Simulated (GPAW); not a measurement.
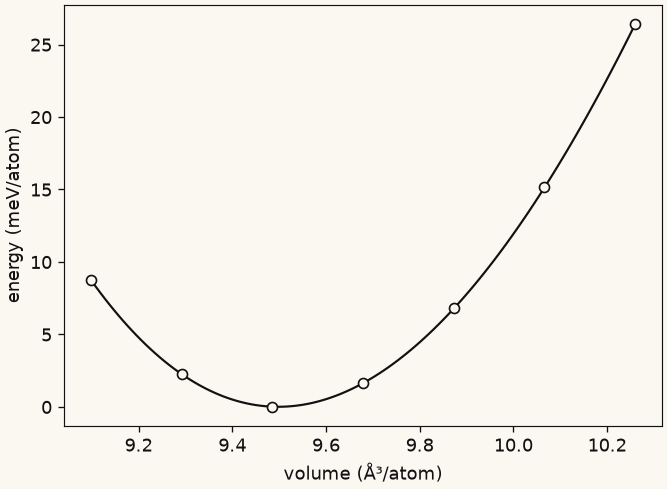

The figure shows the energy against volume for MgB₂, space group P6/mmm (No. 191).

Cell as given: a = 3.085 Å, b = 3.085 Å, c = 3.523 Å, α = 90.00°, β = 90.00°, γ = 120.00°; 3 atoms.

Method: PAW DFT in plane waves, on a grid or in atomic orbitals, no spin polarisation; energies at scaled volumes of the given cell, shape and fractions fixed, counted from the fit's minimum, third-order Birch-Murnaghan fit (GPAW 26.7.0). Level: PBEsol.

```json
{"setting": "k mesh", "value": "10×10×8"}
{"setting": "occupations", "value": "Fermi–Dirac"}
{"setting": "smearing width", "value": "0.05 eV"}
{"setting": "potentials", "value": "PAW data sets made by gpaw setup for the functional"}
{"setting": "wave cutoff", "value": "800 eV"}
{"setting": "program settings", "value": "basis pw"}
```

This calculation gives: equilibrium volume 9.50 Å³/atom and bulk modulus 156 GPa.

Now Mg is replaced by Zr on all its sites, which gives ZrB₂ in the same structure. Predict the effect.

The equilibrium volume rises from 9.50 to 10.05 Å³/atom (+5.8 %) and the bulk modulus rises from 156 to 251 GPa (+61 %).

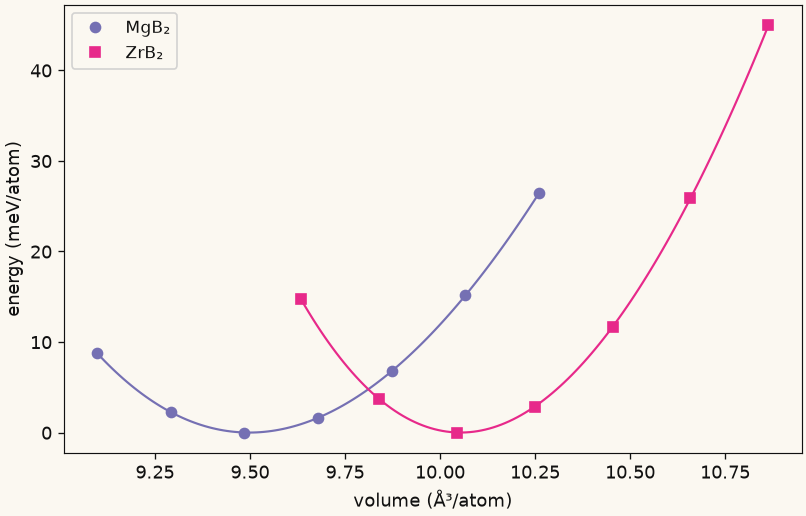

The two results together.

For both, limits of the calculation: shape and atomic fractions are frozen while scaling, which makes layered, chain and framework solids too stiff.

V0 and the bulk modulus come from third-order Birch–Murnaghan fits.
